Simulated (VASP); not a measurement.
```yaml
crystal:
  lattice:
    - [0.00000, -2.77764, -2.77764]
    - [0.00000, 2.77764, -2.77764]
    - [5.22489, 0.00000, 0.00000]
  atoms:
    - { symbol: Cd, position: [0.50000, 0.50000, 0.52724] }
    - { symbol: Cd, position: [0.00000, 0.00000, 0.02724] }
    - { symbol: S, position: [0.50000, 0.50000, 0.97276] }
    - { symbol: S, position: [0.00000, 0.00000, 0.47276] }
```

Space group I4mm; a structure from a database of computed crystals, not necessarily the ambient phase; changed on purpose from its base cell (strained and moved within a subgroup); not relaxed (largest force 1.8 eV/Å); computed pressure about 3 GPa in this cell.

Computed with VASP 6.6.1, Kohn-Sham DFT of a periodic cell, PBEsol, VASP PAW PBE potentials, recommended.

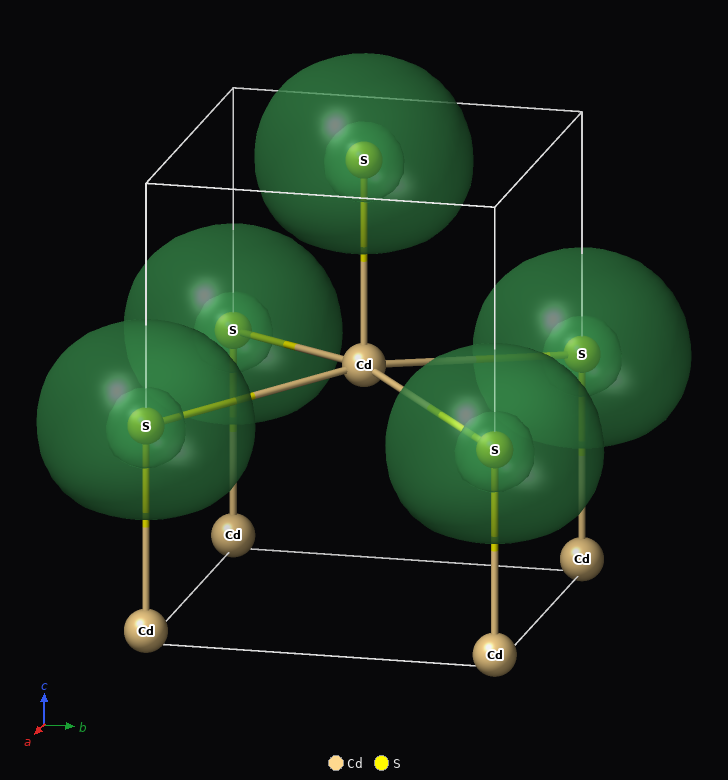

CdS. Isosurface of the ELF at 0.7 (green), seen slightly off an axis. Core shells and regions of very low density are left out. Sticks mark near contacts.

Core electrons are frozen (PAW), and the valence fields are smoothed inside the atomic spheres.

Question: Where are the electrons localised?

Answer: At this value the surface marks out two regions wrapped around S (the valence shell of each), counted in one cell of 4 atoms. Any copies at cell faces, edges or corners count once.

Values along the shortest contacts:
Cd–S (2.33 Å): the ELF peaks at about 0.85 in the valence shell of S, 0.8 Å from its nucleus, and is about 0.35 at the midpoint.
